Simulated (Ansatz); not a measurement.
Input file:

```
crystal:
  lattice:
    - [4.8966513461, 0.0, 0.0]
    - [0.0, 4.8966513461, 0.0]
    - [0.0, 0.0, 4.8966513461]
  atoms:
    - { symbol: W, position: [0.0, 0.0, 0.0] }
    - { symbol: W, position: [0.5, 0.5, 0.5] }
    - { symbol: W, position: [0.0, 0.5, 0.25] }
    - { symbol: W, position: [0.0, 0.5, 0.75] }
    - { symbol: W, position: [0.25, 0.0, 0.5] }
    - { symbol: W, position: [0.75, 0.0, 0.5] }
    - { symbol: W, position: [0.5, 0.75, 0.0] }
    - { symbol: W, position: [0.5, 0.25, 0.0] }
basis:
  ecutwfc: 500
kpoints:
  mp_grid: { grid: [8, 8, 8] }
hamiltonian:
  xc: r2scan
scf:
  occupations: { method: gaussian, width: 0.1 }
output:
  forces: true
  stress: true
  eigenvalues: true
  write_density: true
  write_potential: true
  elf: true
  volumetric_format: npy
```

Command:

```sh
ansatz run input.yaml --threads 2 --pin off --max-ram 5120MiB --backend cpu --events-out ev --progress --plain --runs-dir out
```

Below, planes, directions and counts refer to the conventional cell (a = 4.90 Å, b = 4.90 Å, c = 4.90 Å, α = 90.00°, β = 90.00°, γ = 90.00°).

Space group Pm-3n; changed on purpose from its base cell (volume × 0.91); computed pressure about 36 GPa in this cell.

Level of theory: DFT r2SCAN, scalar-relativistic, plane waves, PAW in Ansatz.

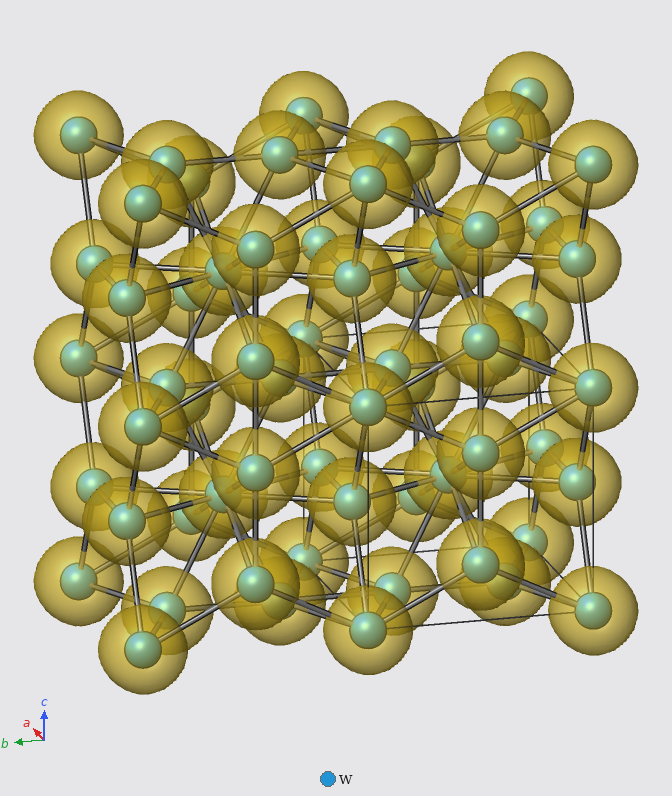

W. Isosurface of the valence charge density (pseudo) at 1 e/Å³ (yellow), seen at an oblique angle. Sticks mark near contacts.

The density is the valence pseudo-density of a PAW calculation; it isn't the true density close to the nuclei.

How is the density connected at this value?

Answer. At this value the density breaks into separate islands; it holds about 65 % of the electrons treated as valence (semicore included). It bridges none of the near contacts. It is pinched off along the sampled W–W (2.45 Å) and W–W (2.74 Å) contacts. On the grid the lowest density along these lines, outside the cores, is 0.67 e/Å³ (W–W, 2.45 Å) and 0.42 e/Å³ (W–W, 2.74 Å).

Metal or insulator at this level of theory?

Answer. It is metallic or semimetallic at this level of theory: no gap opens.
